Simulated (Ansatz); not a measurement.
# Geometry relaxation of Co (part 1 of 2)

System: Co (Fm-3m, 1 atom in the cell).
Method: DFT PBE, scalar-relativistic, plane waves, PAW, spin-polarised (Ansatz 0.2.0).

The structure was made by swapping elements on the sites of another compound; it need not be a known phase. It belongs to a series of runs on one base structure; here: Rh -> Co on all its sites, cell and atoms relaxed. Figures and captions count atoms from 1; the log counts them from 0 in places.

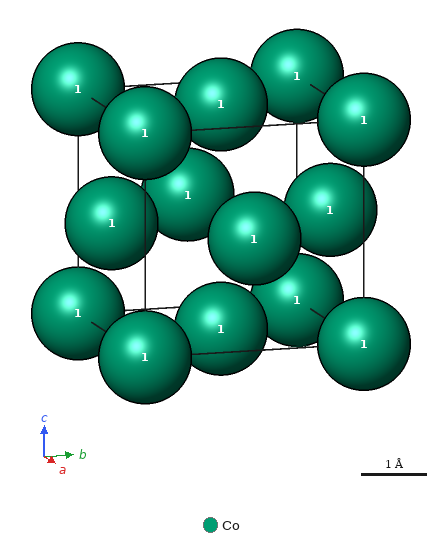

*The starting structure (spheres-only view of the cell 4 times as large as that of the calculation, set on its symmetry axes, seen slightly off an axis; atoms are numbered from 1 in the order of the input). An atom can appear more than once, as a periodic image.*

The input:
```yaml
crystal:
  lattice:
    - [0.0, 1.7667297292, 1.7667297292]
    - [1.7667297292, 0.0, 1.7667297292]
    - [1.7667297292, 1.7667297292, 0.0]
  atoms:
    - { symbol: Co, position: [0.0, 0.0, 0.0], spin: 1.94 }
basis:
  ecutwfc: 420
kpoints:
  mp_grid: { grid: [20, 20, 20] }
hamiltonian:
  xc: pbe
scf:
  occupations: { method: gaussian, width: 0.1 }
output:
  forces: true
  stress: true
  eigenvalues: true
  populations: true
magnetization:
  spin_polarized: true
relax:
  adjacent_minimum: "off"
  f_tol: 0.01
  max_steps: 60
  cell: { stress_tol: 0.1 }
```

Command:
```bash
ansatz run input.yaml --threads 1 --pin off --max-ram 2560MiB --backend cpu --events-out ev --progress --plain --runs-dir out
```

What the program printed:
```
Engine: ansatz 0.2.0, aarch64-unknown-linux-gnu
Pseudopotentials: kind: paw
Pseudopotential: Co, paw, valence charge 17, recommended cutoff 420 eV (normal), Co.paw.azcp
Functional definition: PBE
  parameter kappa = 0.804
  parameter beta = 0.06672455060314922
  exchange = pbe_x(kappa = kappa, mu = beta*pi^2/3)
  correlation = pbe_c(beta = beta)
Crystal: 1 atoms, lattice volume = 11.029 Å³
Basis set: ecut = 420 eV, 181 PW (Γ), exchange–correlation on 36×36×36 points (8 copies of the dense FFT grid, shifted against one another)
Bands: 14, of which v1, the nominal top of the filled ones, is band 9 counted from 1 (8 counted from 0)
Symmetry: 48 space group operations
Space group: Fm-3m (ITA 225), of the structure as read, at distance tolerance 2.2e-5 Å
Magnetic group: BNS 225.116 (UNI 1618), of the structure as read, at distance tolerance 2.2e-5 Å
k-points: 256 of 8000
Non-local potential: Co, projectors of the file, l = 0: 3, l = 1: 2, l = 2: 3, l = 3: 1
PAW form: soft (Blöchl's): semilocal exchange-correlation on the pseudo side does not see the compensation charge
PAW one-centre angular grid: Co, 590 points (default); XC on 64 Gauss nodes
Initial density: superposition of atomic densities (chi_scale 0.1, normalization cell)
Starting moments: Σ|m| = 1.94 μB on 1 of 1 site
Initial wavefunctions: pseudopotential atomic-orbital guess
Functional: x = pbe(κ = 0.804, μ = 0.2195149727645171), c = pbe(β = 0.06672455060314922)
SCF iter   1: F=—  HF=-5125.892340 eV  |F-HF|=—  |Δ(HF+E_count)|=         —  Δρ=1.02e-1 (↑4.40e-2 ↓1.02e-1)  dr2=1.34e0  dr2_m=9.28e-2  M=1.809 μB ∫|m|=1.882 μB  β_m=0.30  ethr=3.10e-3  ⟨swp⟩=5.0  Hψ=34809  notcnv=0
Mixer restart at iter 1: flushing history
preconditioner: auto → none  [metal: Δε(μ)=0.002 eV  Ē_g=15.083 eV  σ=0.100 eV  W_gap=0.01  n_scr=0 (ndim 8)  ℏωp=33.5 eV  f_vac=0.000  D(μ)=1.31/eV (n_scr^D=14)]
SCF iter   2: F=—  HF=-5125.386478 eV  |F-HF|=—  |Δ(HF+E_count)|=   5.06e-1  Δρ=4.97e-2 (↑4.97e-2 ↓1.08e-2)  dr2=1.12e-1  dr2_m=7.18e-2  M=1.800 μB ∫|m|=1.893 μB  β_m=0.28  ethr=3.10e-3  ⟨swp⟩=2.9  Hψ=17731  notcnv=0  defer=427
SCF iter   3: F=—  HF=-5125.638472 eV  |F-HF|=—  |Δ(HF+E_count)|=         —  Δρ=2.14e-2 (↑2.14e-2 ↓1.16e-2)  dr2=9.85e-3  dr2_m=2.41e-2  M=1.755 μB ∫|m|=1.856 μB  β_m=0.28  ethr=6.60e-4  ⟨swp⟩=2.5  Hψ=13912  notcnv=0  defer=415
Mixer restart at iter 3: flushing history
SCF iter   4: F=—  HF=-5125.825865 eV  |F-HF|=—  |Δ(HF+E_count)|=   1.87e-1  Δρ=1.36e-2 (↑1.36e-2 ↓7.79e-3)  dr2=6.94e-3  dr2_m=9.19e-3  M=1.729 μB ∫|m|=1.840 μB  β_m=0.51  ethr=5.79e-5  ⟨swp⟩=2.3  Hψ=13056  notcnv=0  defer=411
SCF iter   5: F=—  HF=-5126.094468 eV  |F-HF|=—  |Δ(HF+E_count)|=   2.69e-1  Δρ=6.46e-3 (↑4.02e-3 ↓6.46e-3)  dr2=5.60e-3  dr2_m=1.23e-3  M=1.680 μB ∫|m|=1.815 μB  β_m=0.75  ethr=4.08e-5  ⟨swp⟩=2.0  Hψ=14292  notcnv=0  defer=412
SCF iter   6: F=—  HF=-5126.145960 eV  |F-HF|=—  |Δ(HF+E_count)|=   5.15e-2  Δρ=1.32e-2 (↑1.32e-2 ↓9.70e-3)  dr2=2.97e-2  dr2_m=3.24e-4  M=1.653 μB ∫|m|=1.804 μB  β_m=0.51  ethr=3.29e-5  ⟨swp⟩=2.0  Hψ=16785  notcnv=0  defer=423  recentre
SCF iter   7: F=—  HF=-5126.138258 eV  |F-HF|=—  |Δ(HF+E_count)|=   7.70e-3  Δρ=2.15e-3 (↑7.85e-4 ↓2.15e-3)  dr2=2.28e-4  dr2_m=1.92e-4  M=1.652 μB ∫|m|=1.803 μB  β_m=0.39  ethr=3.29e-5  ⟨swp⟩=2.0  Hψ=14407  notcnv=0  defer=414
SCF iter   8: F=—  HF=-5126.138225 eV  |F-HF|=—  |Δ(HF+E_count)|=   3.29e-5  Δρ=7.55e-4 (↑5.37e-4 ↓7.55e-4)  dr2=6.92e-6  dr2_m=4.11e-5  M=1.653 μB ∫|m|=1.803 μB  β_m=0.69  ethr=1.34e-6  ⟨swp⟩=1.0  Hψ=8248  notcnv=0  defer=414
SCF iter   9: F=—  HF=-5126.138412 eV  |F-HF|=—  |Δ(HF+E_count)|=   1.87e-4  Δρ=1.39e-4 (↑1.39e-4 ↓1.02e-4)  dr2=3.36e-6  dr2_m=1.97e-7  M=1.651 μB ∫|m|=1.803 μB  β_m=0.56  ethr=4.07e-8  ⟨swp⟩=2.0  Hψ=11628  notcnv=0  defer=416
SCF iter  10: F=—  HF=-5126.138411 eV  |F-HF|=—  |Δ(HF+E_count)|=   7.33e-7  Δρ=5.99e-5 (↑5.63e-5 ↓5.99e-5)  dr2=7.58e-7  dr2_m=5.89e-8  M=1.651 μB ∫|m|=1.803 μB  β_m=0.78  ethr=1.98e-8  ⟨swp⟩=1.0  Hψ=7168  notcnv=0  defer=416
SCF iter  11: F=—  HF=-5126.138412 eV  |F-HF|=—  |Δ(HF+E_count)|=   1.57e-6  Δρ=1.28e-5 (↑5.27e-6 ↓1.28e-5)  dr2=7.54e-9  dr2_m=4.23e-9  M=1.650 μB ∫|m|=1.803 μB  β_m=0.89  ethr=4.46e-9  ⟨swp⟩=2.0  Hψ=9524  notcnv=0  defer=416
SCF iter  12: F=-5126.138412 eV  HF=-5126.138412 eV  |F-HF|=1.21e-10  |Δ(HF+E_count)|=   6.98e-9  Δρ=8.47e-7 (↑8.47e-7 ↓6.56e-7)  dr2=1.28e-11  dr2_m=3.98e-11  M=1.650 μB ∫|m|=1.803 μB  ethr=4.43e-11  ⟨swp⟩=3.8  Hψ=25718  notcnv=0
SCF 1 converged in 12 iterations: F = -5126.138412 eV  dr2 = 1.28e-11
  greatest PAW one-centre occupation: 1.001 electrons in one spin orbital (limit 2), on the Co atom at site 0 (counted from 0), in its partial waves of l = 1
relax step   1: F+E_penalty+E_count = -5126.13841240 eV  Δ(F+E_penalty+E_count) = +0.000e0 eV  max|allowed force component| = 0.000e0 eV/Å  Δτ_max = 0.0000 Å  P = -2.367 GPa  Ω = 11.029 Å³  (12 SCF iters, dr2 threshold 1.00e-7 eV, accepted)
Crystal: 1 atoms, lattice volume = 10.961 Å³
Initial density: handed on by an earlier stage of this run
Starting moments: Σ|m| = 1.94 μB on 1 of 1 site; this step starts from the density that it was given
Initial wavefunctions: those handed on with the density
iter 1 solved again at ethr=2.12e-6 eV; its pass at ethr=3.10e-3 eV (dr2=3.60e-4 eV) is discarded
SCF iter   1: F=—  HF=-5126.139279 eV  |F-HF|=—  |Δ(HF+E_count)|=         —  Δρ=1.41e-3 (↑1.41e-3 ↓1.02e-3)  dr2=3.92e-4  dr2_m=6.85e-6  M=1.649 μB ∫|m|=1.799 μB  β_m=0.65  ethr=2.12e-6  ⟨swp⟩=2.4  Hψ=44043  notcnv=0
preconditioner: auto → none  [metal: Δε(μ)=0.001 eV  Ē_g=15.823 eV  σ=0.100 eV  W_gap=0.01  n_scr=0 (ndim 8)  ℏωp=33.6 eV  f_vac=0.000  D(μ)=1.19/eV (n_scr^D=14)]
SCF iter   2: F=—  HF=-5126.139294 eV  |F-HF|=—  |Δ(HF+E_count)|=   1.48e-5  Δρ=1.83e-3 (↑1.83e-3 ↓1.62e-3)  dr2=6.28e-4  dr2_m=1.48e-6  M=1.649 μB ∫|m|=1.800 μB  β_m=0.23  ethr=2.12e-6  ⟨swp⟩=2.0  Hψ=11565  notcnv=0
SCF iter   3: F=—  HF=-5126.139142 eV  |F-HF|=—  |Δ(HF+E_count)|=   1.52e-4  Δρ=5.32e-4 (↑4.56e-4 ↓5.32e-4)  dr2=4.13e-5  dr2_m=1.07e-6  M=1.649 μB ∫|m|=1.799 μB  β_m=0.65  ethr=2.12e-6  ⟨swp⟩=2.4  Hψ=10229  notcnv=0
SCF iter   4: F=—  HF=-5126.139199 eV  |F-HF|=—  |Δ(HF+E_count)|=   5.71e-5  Δρ=2.26e-4 (↑5.67e-5 ↓2.26e-4)  dr2=4.47e-6  dr2_m=1.08e-6  M=1.648 μB ∫|m|=1.799 μB  β_m=0.82  ethr=2.43e-7  ⟨swp⟩=2.4  Hψ=11473  notcnv=0
SCF iter   5: F=—  HF=-5126.139219 eV  |F-HF|=—  |Δ(HF+E_count)|=   2.02e-5  Δρ=1.15e-4 (↑5.84e-5 ↓1.15e-4)  dr2=1.75e-6  dr2_m=1.02e-7  M=1.647 μB ∫|m|=1.798 μB  β_m=0.87  ethr=2.63e-8  ⟨swp⟩=2.1  Hψ=9970  notcnv=0
SCF iter   6: F=—  HF=-5126.139221 eV  |F-HF|=—  |Δ(HF+E_count)|=   2.12e-6  Δρ=1.65e-5 (↑9.24e-6 ↓1.65e-5)  dr2=1.02e-8  dr2_m=8.26e-9  M=1.647 μB ∫|m|=1.798 μB  β_m=0.93  ethr=1.03e-8  ⟨swp⟩=2.0  Hψ=11550  notcnv=0
SCF iter   7: F=—  HF=-5126.139221 eV  |F-HF|=—  |Δ(HF+E_count)|=   3.17e-8  Δρ=2.65e-5 (↑1.50e-5 ↓2.65e-5)  dr2=1.15e-7  dr2_m=4.03e-9  M=1.647 μB ∫|m|=1.798 μB  β_m=0.90  ethr=6.03e-11  ⟨swp⟩=2.0  Hψ=11621  notcnv=0
SCF iter   8: F=-5126.139221 eV  HF=-5126.139221 eV  |F-HF|=2.51e-9  |Δ(HF+E_count)|=   2.13e-8  Δρ=4.62e-6 (↑2.25e-6 ↓4.62e-6)  dr2=3.17e-9  dr2_m=1.72e-10  M=1.647 μB ∫|m|=1.798 μB  ethr=6.03e-11  ⟨swp⟩=1.4  Hψ=20992  notcnv=0
SCF 2 converged in 8 iterations: F = -5126.139221 eV  dr2 = 3.17e-9
relax step   2: F+E_penalty+E_count = -5126.13922105 eV  Δ(F+E_penalty+E_count) = -8.086e-4 eV  max|allowed force component| = 0.000e0 eV/Å  Δτ_max = 0.0000 Å  P = -1.076 GPa  Ω = 10.961 Å³  energy of the carried Pulay correction = +7.642e-5 eV  (8 SCF iters, dr2 threshold 1.00e-7 eV, accepted)
Crystal: 1 atoms, lattice volume = 10.905 Å³
iter 1 solved again at ethr=1.47e-6 eV; its pass at ethr=3.10e-3 eV (dr2=2.50e-4 eV) is discarded
SCF iter   1: F=—  HF=-5126.139510 eV  |F-HF|=—  |Δ(HF+E_count)|=         —  Δρ=1.16e-3 (↑1.16e-3 ↓8.66e-4)  dr2=2.72e-4  dr2_m=4.08e-6  M=1.646 μB ∫|m|=1.795 μB  β_m=0.65  ethr=1.47e-6  ⟨swp⟩=2.4  Hψ=43877  notcnv=0
preconditioner: auto → none  [metal: Δε(μ)=0.000 eV  Ē_g=15.891 eV  σ=0.100 eV  W_gap=0.00  n_scr=0 (ndim 8)  ℏωp=33.7 eV  f_vac=0.000  D(μ)=1.18/eV (n_scr^D=14)]
SCF iter   2: F=—  HF=-5126.139520 eV  |F-HF|=—  |Δ(HF+E_count)|=   1.02e-5  Δρ=1.53e-3 (↑1.53e-3 ↓1.36e-3)  dr2=4.38e-4  dr2_m=1.05e-6  M=1.646 μB ∫|m|=1.796 μB  β_m=0.23  ethr=1.47e-6  ⟨swp⟩=2.0  Hψ=11565  notcnv=0
SCF iter   3: F=—  HF=-5126.139414 eV  |F-HF|=—  |Δ(HF+E_count)|=   1.05e-4  Δρ=4.55e-4 (↑4.00e-4 ↓4.55e-4)  dr2=3.12e-5  dr2_m=7.00e-7  M=1.646 μB ∫|m|=1.795 μB  β_m=0.64  ethr=1.47e-6  ⟨swp⟩=2.4  Hψ=10196  notcnv=0
SCF iter   4: F=—  HF=-5126.139454 eV  |F-HF|=—  |Δ(HF+E_count)|=   3.93e-5  Δρ=1.72e-4 (↑4.36e-5 ↓1.72e-4)  dr2=2.47e-6  dr2_m=6.47e-7  M=1.645 μB ∫|m|=1.795 μB  β_m=0.82  ethr=1.84e-7  ⟨swp⟩=2.4  Hψ=11488  notcnv=0
SCF iter   5: F=—  HF=-5126.139466 eV  |F-HF|=—  |Δ(HF+E_count)|=   1.29e-5  Δρ=1.24e-4 (↑6.34e-5 ↓1.24e-4)  dr2=2.11e-6  dr2_m=1.14e-7  M=1.645 μB ∫|m|=1.794 μB  β_m=0.91  ethr=1.46e-8  ⟨swp⟩=2.0  Hψ=9607  notcnv=0
SCF iter   6: F=—  HF=-5126.139469 eV  |F-HF|=—  |Δ(HF+E_count)|=   2.63e-6  Δρ=1.81e-5 (↑5.76e-6 ↓1.81e-5)  dr2=4.73e-9  dr2_m=1.09e-8  M=1.645 μB ∫|m|=1.794 μB  β_m=0.95  ethr=1.24e-8  ⟨swp⟩=2.1  Hψ=11446  notcnv=0
SCF iter   7: F=—  HF=-5126.139469 eV  |F-HF|=—  |Δ(HF+E_count)|=   5.06e-8  Δρ=2.63e-5 (↑1.41e-5 ↓2.63e-5)  dr2=1.09e-7  dr2_m=4.54e-9  M=1.644 μB ∫|m|=1.794 μB  β_m=0.91  ethr=2.78e-11  ⟨swp⟩=2.1  Hψ=11717  notcnv=0
SCF iter   8: F=-5126.139469 eV  HF=-5126.139469 eV  |F-HF|=2.10e-9  |Δ(HF+E_count)|=   2.02e-8  Δρ=4.32e-6 (↑2.01e-6 ↓4.32e-6)  dr2=2.67e-9  dr2_m=1.60e-10  M=1.644 μB ∫|m|=1.794 μB  ethr=2.78e-11  ⟨swp⟩=1.3  Hψ=21001  notcnv=0
SCF 3 converged in 8 iterations: F = -5126.139469 eV  dr2 = 2.67e-9
relax step   3: F+E_penalty+E_count = -5126.13946904 eV  Δ(F+E_penalty+E_count) = -2.480e-4 eV  max|allowed force component| = 0.000e0 eV/Å  Δτ_max = 0.0000 Å  P = +0.025 GPa  Ω = 10.905 Å³  energy of the carried Pulay correction = +1.398e-4 eV  (8 SCF iters, dr2 threshold 1.00e-7 eV, accepted)
Initial wavefunctions: pseudopotential atomic-orbital guess (no wavefunctions were taken with the density)
iter 1 solved again at ethr=2.14e-9 eV; its pass at ethr=3.10e-3 eV (dr2=3.63e-7 eV) is discarded
```
